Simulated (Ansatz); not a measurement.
**Si: 7 runs along one coordinate**

System: Si (P6₃/mmc, 2 atoms in the cell).
Method: DFT, PBEsol, plane waves (420 eV) with PAW, scalar-relativistic, no spin polarisation (Ansatz 0.2.0).

The 7 runs differ only in the geometry, by an even scaling of the cell at fixed fractional positions.

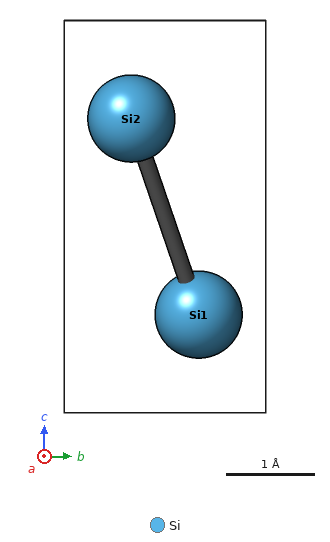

Figure 1. The structure of run 4 (ball-and-stick view of the cell of the calculation, along the a axis; atoms are numbered from 1 in the order of the input).

### Input of run 4
```yaml
crystal:
  lattice:
    - [2.6777623518, 0.0, 0.0]
    - [-1.3388811759, 2.319010222, 0.0]
    - [0.0, 0.0, 4.5057119693]
  atoms:
    - { symbol: Si, position: [0.3333333333, 0.6666666667, 0.25] }
    - { symbol: Si, position: [0.6666666667, 0.3333333333, 0.75] }
hamiltonian:
  xc: pbesol
  pseudopotentials:
    kind: paw
    azcp:
      Si: "pseudopotentials/Si.paw.azcp"
basis:
  ecutwfc: 420
  fft_grid_basis: typed
kpoints:
  mp_grid: { grid: [15, 15, 8], shift: [0, 0, 0] }
magnetization:
  spin_polarized: false
scf:
  occupations: { method: fermi_dirac, width: 0.1 }
  lower_state_search: "off"
output:
  stress: true
```

Command:
```bash
ansatz run input.yaml --threads 2 --pin off --max-ram 5120MiB --backend cpu --events-out ev --progress --plain --runs-dir out
```

Lattice vectors (Å) and fractional positions of run 4:
```
   2.677762    0.000000    0.000000
  -1.338881    2.319010    0.000000
   0.000000    0.000000    4.505712
Si  0.333333  0.666667  0.250000
Si  0.666667  0.333333  0.750000
```

Run 5 differs from it as follows:
```diff
-    - [2.6777623518, 0.0, 0.0]
-    - [-1.3388811759, 2.319010222, 0.0]
-    - [0.0, 0.0, 4.5057119693]
+    - [2.713000108, 0.0, 0.0]
+    - [-1.356500054, 2.349527014, 0.0]
+    - [0.0, 0.0, 4.5650044526]
```

### Results, with one run withheld

| run | volume per atom (Å³) | free energy per atom, from the lowest run given (meV) | pressure (GPa) |
| --- | --- | --- | --- |
| 1 | 12.311 | 71.82 | 15.86 |
| 2 | 12.871 | 28.46 | 9.22 |
| 3 | 13.430 | 5.93 | 3.88 |
| 4 | 13.990 | 0.00 | −0.33 |
| 5 | 14.549 | ? | ? |
| 6 | 15.109 | 24.97 | −6.40 |
| 7 | 15.668 | 51.29 | −8.60 |

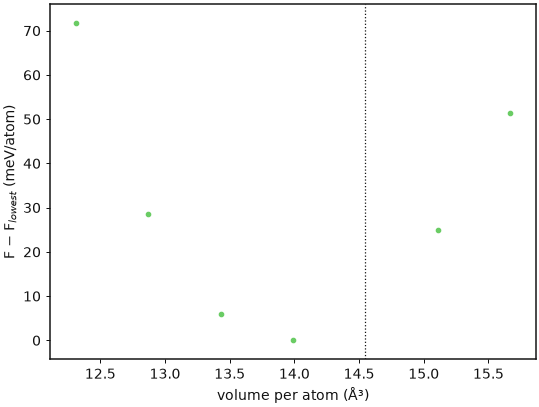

Figure 2. Free energy per atom of the runs given; the dotted line marks run 5.

Estimate the energy of run 5 from the others.

A cubic polynomial in V^(−2/3) (the Birch–Murnaghan form), fitted to the 6 runs given, misses them by at most 0.05 meV per atom. With x = V^(−2/3) − 0.17370 Å⁻², it reads F = 0.27119 + 679.94 x + 3.1627e+05 x² + 5.1546e+05 x³ (meV per atom). At run 5 it gives 7.18 meV per atom, and the run itself gives 7.20. The slope of the fit gives a pressure −dF/dV of −3.70 GPa there, and the run prints −3.68 GPa. The fit has its minimum at 13.943 Å³ per atom, where V d²F/dV² gives 95.8 GPa. Cell shape and fractional positions are held, so this is the stiffness under even scaling; the relaxed bulk modulus wasn't computed.

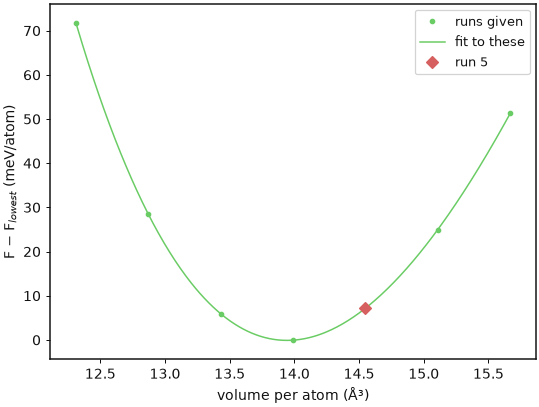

Figure 3. The fit and the withheld run.

### Output, shortened to warnings, some set-up lines, iterations and results (run 5)
```
Warning: [file] the record states the generating functional pbe (its physics header spells it `PBE`), which answers neither for hamiltonian.xc's functional nor for the pbesol family's — results may be inconsistent (PPs are generated against a specific XC)
Basis set: ecut = 420 eV, 573 PW (Γ)
Symmetry: 24 space group operations
k-points: 135 of 1800
Initial density: superposition of atomic densities (neutral atoms: chi_scale 0, normalization atom), corrected by the library's trained network
[...]
SCF iter   1: F=—  HF=-1242.238416 eV  |F-HF|=—  |Δ(HF+E_count)|=         —  Δρ=2.80e-3  dr2=1.22e-3  ethr=1.77e-3  ⟨swp⟩=5.3  Hψ=18985  notcnv=0  defer=5
SCF iter   2: F=—  HF=-1242.238401 eV  |F-HF|=—  |Δ(HF+E_count)|=   1.42e-5  Δρ=1.70e-3  dr2=4.81e-4  ethr=1.52e-5  ⟨swp⟩=1.3  Hψ=2774  notcnv=0  defer=5
SCF iter   3: F=—  HF=-1242.238375 eV  |F-HF|=—  |Δ(HF+E_count)|=   2.69e-5  Δρ=1.13e-4  dr2=3.06e-6  ethr=6.01e-6  ⟨swp⟩=1.9  Hψ=1791  notcnv=0  defer=5
SCF iter   4: F=—  HF=-1242.238376 eV  |F-HF|=—  |Δ(HF+E_count)|=   1.68e-6  Δρ=3.33e-5  dr2=2.32e-7  ethr=3.82e-8  ⟨swp⟩=1.4  Hψ=1510  notcnv=0  defer=5
SCF iter   5: F=-1242.238376 eV  HF=-1242.238376 eV  |F-HF|=7.56e-10  |Δ(HF+E_count)|=   7.67e-9  Δρ=2.58e-6  dr2=1.67e-9  ethr=2.90e-9  ⟨swp⟩=2.0  Hψ=1872  notcnv=0  defer=5
SCF iter   6: F=-1242.238376 eV  HF=-1242.238376 eV  |F-HF|=8.46e-11  |Δ(HF+E_count)|=  4.98e-10  Δρ=7.73e-7  dr2=1.62e-10  ethr=2.09e-11  ⟨swp⟩=1.0  Hψ=4037  notcnv=0
SCF 1 converged in 6 iterations: F = -1242.238376 eV  dr2 = 1.62e-10
SCF converged after 6 iterations
Free energy (F): -1242.238376 eV
Harris-Foulkes:  -1242.238376 eV  (|F-HF|=8.46e-11)
Internal energy: -1242.211018 eV  (E = F + TS)
E sigma→0 (E₀):  -1242.224697 eV
Entropy (-TS):   -0.027358 eV (-13.679 meV/atom)
Fermi energy:    10.591940 eV
--- Per-component energies (eV) ---
  E_band       = 39.200728
  E_kinetic    = 81.782817
  E_local      = 4.739031  (includes V_loc(G=0)·N_el)
  E_nonlocal   = 50.641315
  E_hartree    = 0.865500
  E_xc         = -111.235824
  E_vxc        = -96.006219  (∫ρ·V_xc dr)
  E_paw        = -996.527353  (= ΣΔE_a)
  E_vpaw       = -3.687245  (= ΣTr[D̂ρ^β])
  E_aug_tail   = 0.000014  (compensation charges beyond the density's cutoff)
  E_ewald      = -272.539639
  E_core_change = 0.063121  (= ΣΔE_core)
  E_smearing   = -0.027358  (= −TS)
  E_closure    = 0.000000  (closes the sum)
  Σ components = -1242.238376   (vs F -1242.238376, Δ=0.00e0)
--- Stress (GPa, compression-positive) ---
       -4.147664       0.000000       0.000000
       -0.000000      -4.147664       0.000000
        0.000000       0.000000      -2.757587
  P = ⅓ Tr σ = -3.6843 GPa (-36.843 kbar)
```

The program warns: the PAW datasets were made with another functional.
